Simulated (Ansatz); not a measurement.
**C$_{28}$O (cell with a defect): density, localisation and related maps**

```
C O
1.0
    -4.93303   -4.27213    0.00000
     1.23326   -6.40820    0.00000
    -1.23326   -3.56011    8.57567
C O
28 1
Direct
  0.79043 0.93355 0.77104
  0.93355 0.50499 0.77104
  0.50499 0.79043 0.77104
  0.64874 0.36224 0.76967
  0.21935 0.64874 0.76967
  0.36224 0.21935 0.76967
  0.07628 0.07628 0.77117
  0.45799 0.60088 0.76964
  0.60088 0.17150 0.76964
  0.17150 0.45799 0.76964
  0.31432 0.02889 0.77104
  0.88576 0.31432 0.77104
  0.02889 0.88576 0.77104
  0.74296 0.74296 0.77113
  0.97111 0.11424 0.22896
  0.11424 0.68568 0.22896
  0.68568 0.97111 0.22896
  0.82850 0.54201 0.23036
  0.39912 0.82850 0.23036
  0.54201 0.39912 0.23036
  0.25704 0.25704 0.22887
  0.63776 0.78065 0.23033
  0.78065 0.35126 0.23033
  0.35126 0.63776 0.23033
  0.49501 0.20957 0.22896
  0.06645 0.49501 0.22896
  0.20957 0.06645 0.22896
  0.92372 0.92372 0.22883
  0.50000 0.50000 0.50000
```

The calculation used DFT PBE, scalar-relativistic, plane waves, PAW (Ansatz).

Core electrons are frozen (PAW), and the valence fields are smoothed inside the atomic spheres.

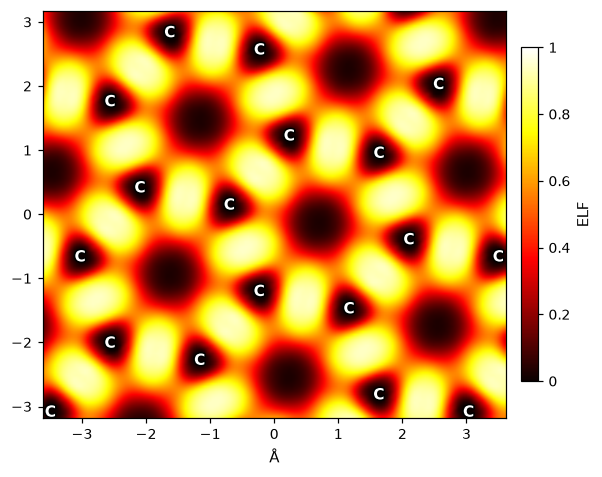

Figure 1. ELF on the (001) plane of the calculation cell.

**Interpret the plot.**

- The section cuts through C sites.
- C–C (1.42 Å): the ELF peaks at about 0.95 between the atoms.

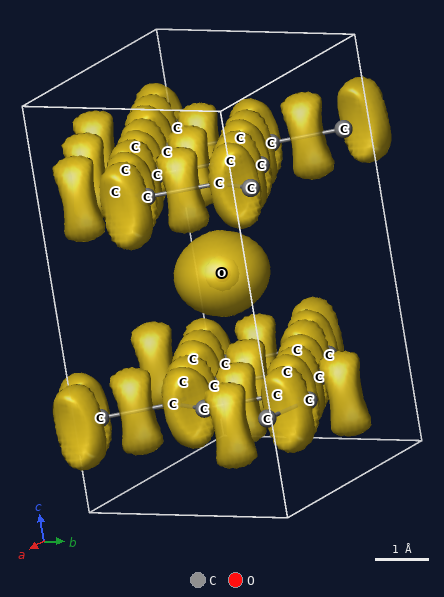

Figure 2. Isosurface of the electron localisation function at 0.7 (yellow), seen slightly off an axis. Core shells and regions of very low density are left out. Sticks mark near contacts.

**What do the ELF domains correspond to?**

At this value the surface marks out 42 regions between bonded C–C atoms and one region wrapped around O (its valence shell), counted in one cell of 29 atoms. Regions shared between cells count once. Along the contacts the grid gives the following. C–O (2.72 Å): the ELF is about 0.05 at the midpoint; no localised pair shows between them.

**Does the calculation make it a metal, or give it a gap?**

It is metallic or semimetallic at this level of theory: no gap opens.
